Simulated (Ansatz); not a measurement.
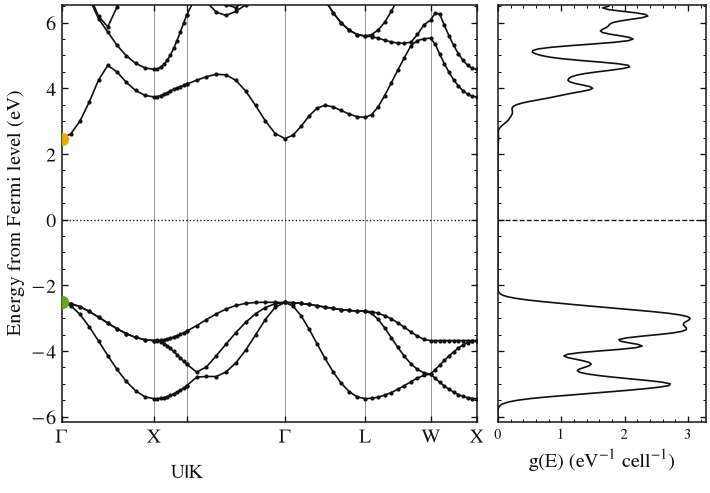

Band structure and density of states of LiBr, space group Fm-3m (No. 225), 2 atoms in the cell. Computed with Ansatz: DFT, PBE, plane waves, PAW, no spin polarisation, 8×8×8 k mesh, 420 eV cutoff, Fermi-Dirac smearing of 0.02 eV. Energies are counted from the Fermi level. The curve is built from the levels of the k mesh with Gaussians 0.3 eV wide, which also blur the band edges.

The material is gapped. The gap along this path is 4.99 eV and direct: both edges lie at Γ. Three bands meet at the valence-band top at Γ: it is triply degenerate (spin aside). The top valence band spans 1.2 eV and the lowest conduction band 3.1 eV. The direct gaps are 5.90 eV at L, 9.21 eV at W and 7.42 eV at X.
